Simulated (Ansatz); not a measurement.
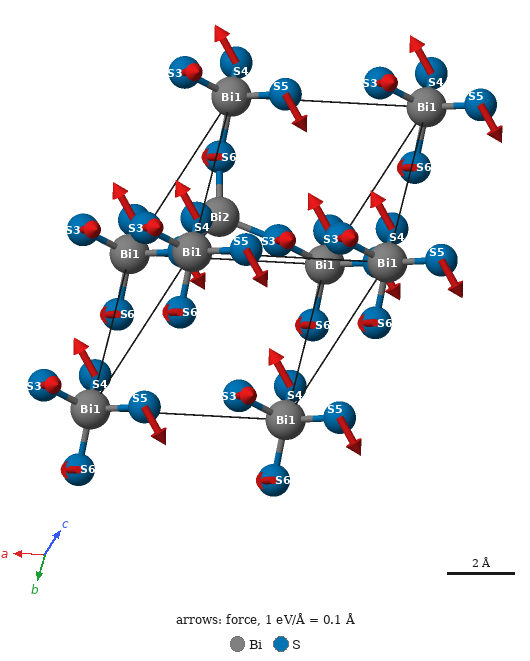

Starting geometry of solid BiS$_{2}$ (built on the SiO2-122 type type) with the computed forces as red arrows. Style: ball-and-stick. Shown: the cell of the calculation, from a free direction.

Computed with DFT, PBEsol, plane waves, PAW (Ansatz). (plane-wave cutoff 420 eV; k-point mesh 6 × 6 × 6; occupations fermi dirac; smearing width 0.03 eV; no spin polarisation; cell and atoms relaxed; force threshold 0.01 eV/Å; at most 120 steps)

Q: What follows when this structure is relaxed?

A: It isn't relaxed: the largest force vector, on S atoms, is 13.37 eV/Å. The atoms end up moving mostly along the starting forces (cosine between the two patterns 1.00). The energy falls by 6862 meV per atom in 26 accepted moves (30 points after the start). Largest force component: 13 eV/Å at the start, 0.0011 eV/Å at the end. Pressure: 129.07 GPa at the start and 0.01 GPa at the end. The line search rejected the trial steps at points 16, 21 of the run. The SCF was repeated twice at an unchanged geometry on a basis and grid sized afresh for the cell, which shifted the energy by 17.1 meV per atom at most. The largest moves relative to the cell, 1.27 Å, are those of S3, S4, S5 and S6. S3 goes along [0 1 1]. Bi stays in place. The volume changes by −5.8 %, with a = b = c 5.997 → 5.766 Å (−3.9 %), α 121.4° → 102.8°, β 121.4° → 102.8°, γ 87.6° → 123.8°. Among the contacts that change: S3–S6 4.689 → 2.734 Å, Bi1–S3 4.278 → 3.170 Å, Bi1–S3 (another image) 1.910 → 2.747 Å. Bond angles that change, for instance: Bi1–S3–Bi2 145.4° → 88.8°, S3–Bi1–S6 110.9° → 151.4°, S3–Bi1–S4 108.7° → 93.5°. The space group stays I-42d (No. 122).
